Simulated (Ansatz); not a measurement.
## GaN: an electron-density study

Space group P6_3mc.

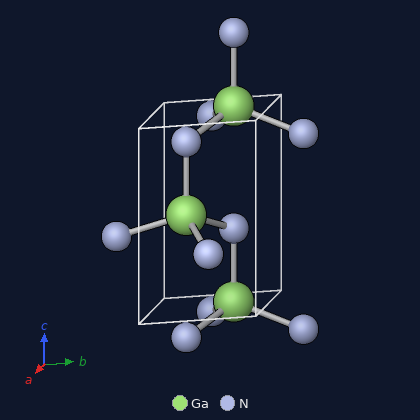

The conventional cell.

Input

```
crystal:
  lattice:
    - [3.18, 0.0, 0.0]
    - [-1.59, 2.753960784, 0.0]
    - [0.0, 0.0, 5.166]
  atoms:
    - { symbol: Ga, position: [0.3333333333, 0.6666666667, 0.0] }
    - { symbol: Ga, position: [0.6666666667, 0.3333333333, 0.5] }
    - { symbol: "N", position: [0.3333333333, 0.6666666667, 0.375] }
    - { symbol: "N", position: [0.6666666667, 0.3333333333, 0.875] }
basis:
  ecutwfc: 500
  fft_grid_basis: typed
kpoints:
  mp_grid: { grid: [12, 12, 6] }
hamiltonian:
  xc: r2scan
scf:
  occupations: { method: gaussian, width: 0.05 }
output:
  forces: true
  stress: true
  eigenvalues: true
  bader: true
  write_density: true
  volumetric_format: npy
  elf: true
```

Launched as:

```sh
ansatz run input.yaml --threads 2 --pin off --max-ram 4096MiB --backend cpu --events-out ev --progress --plain --runs-dir out
```

The picture shows the conventional cell (a = 3.18 Å, b = 3.18 Å, c = 5.17 Å, α = 90.00°, β = 90.00°, γ = 120.00°).

These are results of DFT r2SCAN, scalar-relativistic, plane waves, PAW in Ansatz 0.2.0, not measurements.

Core electrons are frozen (PAW), so the maps are meaningful between the atoms, not at the nuclei.

Part 1: Bonding charge

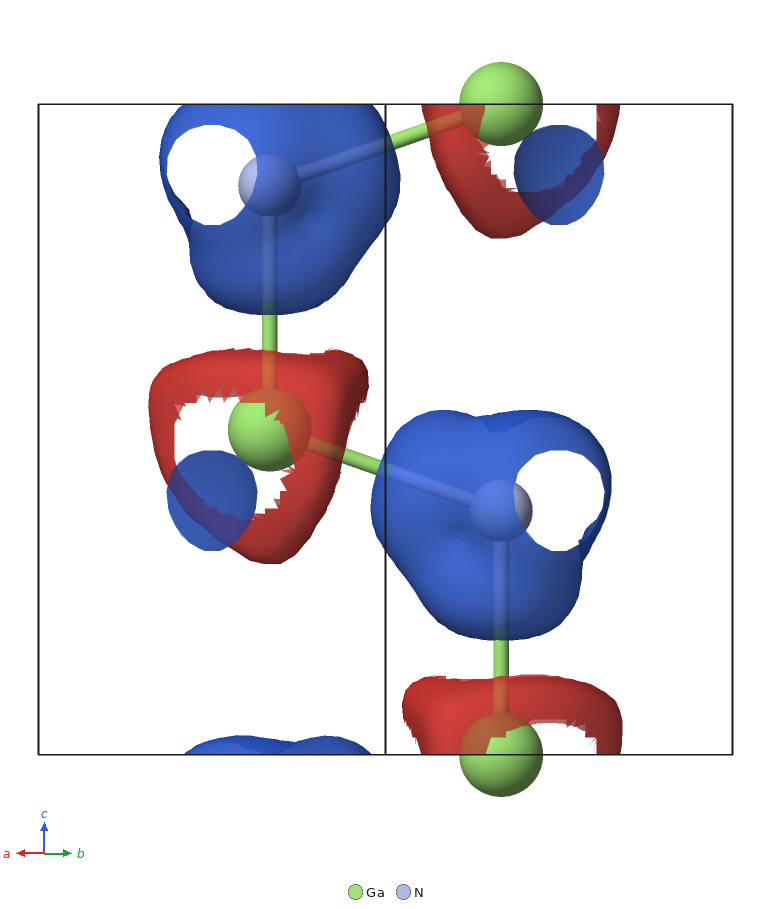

Bonding charge density, ρ(crystal) − Σ ρ(neutral atoms): blue surfaces at +0.08 and red ones at −0.08 e/Å³, in the conventional cell seen along [110] (the regions close to the nuclei are left out). Cores are masked to 0.8 Å (Ga) and 0.6 Å (N).

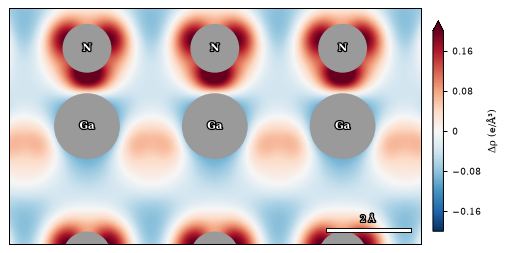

Second picture: a map on the (100) plane of the conventional cell, with grey discs over the atomic cores.

**Read the map: where is density gained and where lost?**

Ga–N (1.94 Å): Δρ is +0.13 e/Å³ at the midpoint (close to a masked core, so read it with care). Over the whole cell, outside the masked cores, the largest gain lies at the edge of the masked core of N, and the largest loss lies at the edge of the masked core of Ga. The rearranged charge, half the integral of |Δρ|, is about 0.34 e an atom. Bader charges: Ga +1.66 and N −1.66 e.

Part 2: Change of volume

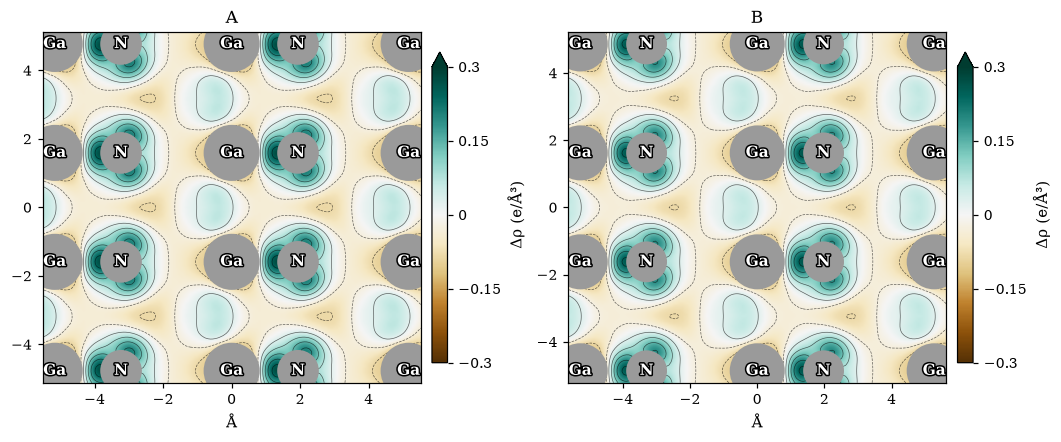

GaN: deformation density on the (11̄0) plane of the conventional cell at two volumes, with the same fractional coordinates and one colour scale. Grey discs cover the cores. Panel B has 106 % of the volume of panel A.

**How do bonds, bonding charge and pressure respond to this change of volume?**

The pressure is 1.1 GPa in A and −9.3 GPa in B.
- Bader charges in A: Ga +1.66 and N −1.66 e; in B: Ga +1.64 and N −1.64 e.
- The rearranged charge is 0.34 e an atom in A and 0.34 e in B.

Part 3: Moving an atom

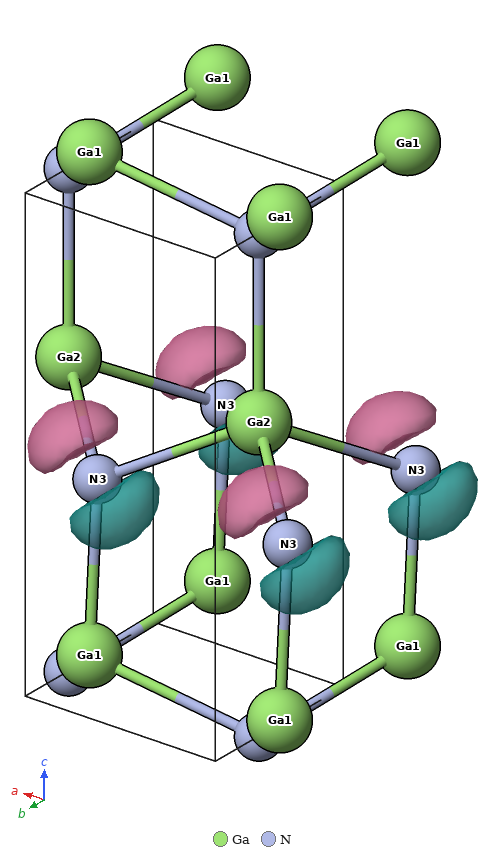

GaN: one atom of the 4-atom cell (and its periodic copies) was moved a little. Density after less density before, teal at +0.5 and pink at −0.5 e/Å³, seen at an oblique angle; cell a = 3.18 Å, b = 3.18 Å, c = 5.17 Å, α = 90.00°, β = 90.00°, γ = 120.00°. The lobes lie largely inside the PAW sphere, where the density is a smoothed one.

**Which atom moved, and which way?**

N3 moved towards the teal lobe, down and to the right in the picture. In the run the shift was 0.15 Å roughly along [−2 −1 −2] in the axes of the cell drawn.

**How much does the computed force on the atom change?**

The force on it changes by 2.94 eV/Å along the move, against it: a stiffness of about 20 eV/Å² for this sublattice shift.

Part 4: Putting it together

Charge passes from Ga (Pauling electronegativity 1.81) to N (3.04), the direction that the scale predicts; the Bader charges fall short of whole formal charges, as they usually do. The two pressures give a mean stiffness −ΔP/Δln V of about 178 GPa over this range, with the atoms held at their fractional positions.

Run times: 35 s (base cell), 35 s (scaled cell) and 80 s (moved atom), on 2 threads of Intel(R) Xeon(R) Platinum 8259CL CPU @ 2.50GHz (Skylake/Cascade Lake), on a shared host.
